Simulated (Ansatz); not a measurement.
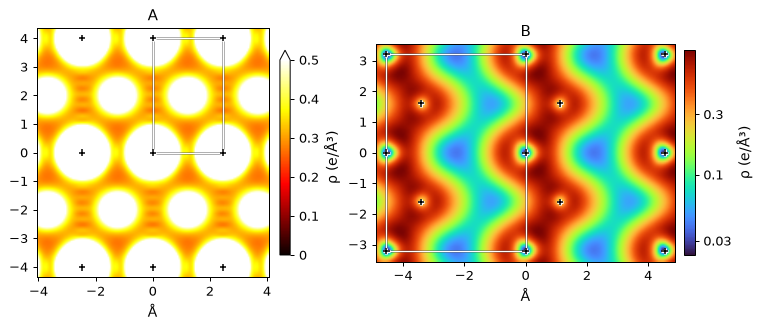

The valence electron density of 2 systems, each on a plane through atoms (crosses mark nuclei in the plane).

Method: Kohn-Sham DFT of a periodic cell, PBEsol, Ansatz PAW (Ansatz).

System 1: Co, the (100) plane of the conventional cell. Space group P6₃/mmc; a structure from a database of computed crystals, not necessarily the ambient phase; computed pressure about −6 GPa in this cell; spin-polarised.

```yaml
crystal:
  lattice:
    - [2.47200, 0.00000, 0.00000]
    - [-1.23600, 2.14081, 0.00000]
    - [0.00000, 0.00000, 4.02114]
  atoms:
    - { symbol: Co, position: [0.66667, 0.33333, 0.75000] }
    - { symbol: Co, position: [0.33333, 0.66667, 0.25000] }
```

System 2: BP, the (110) plane of the conventional cell. Space group F-43m.

```
P B
1.0
     4.53800    0.00000    0.00000
     0.00000    0.00000   -4.53800
     0.00000    4.53800    0.00000
P B
4 4
Cartesian
  3.4035 1.1345 -3.4035
  1.1345 3.4035 -3.4035
  1.1345 1.1345 -1.1345
  3.4035 3.4035 -1.1345
  2.2690 0.0000 -2.2690
  0.0000 2.2690 -2.2690
  0.0000 0.0000 0.0000
  2.2690 2.2690 0.0000
```

Question: Match each panel to its system.

Answer: Panel A is system 1, Co: the plane holds Co. Co–Co (2.47 Å): ρ is about 0.37 e/Å³ halfway. Panel B is system 2, BP: the plane holds P and B. B–P (1.97 Å): the density is about 0.89 e/Å³ at the midpoint.
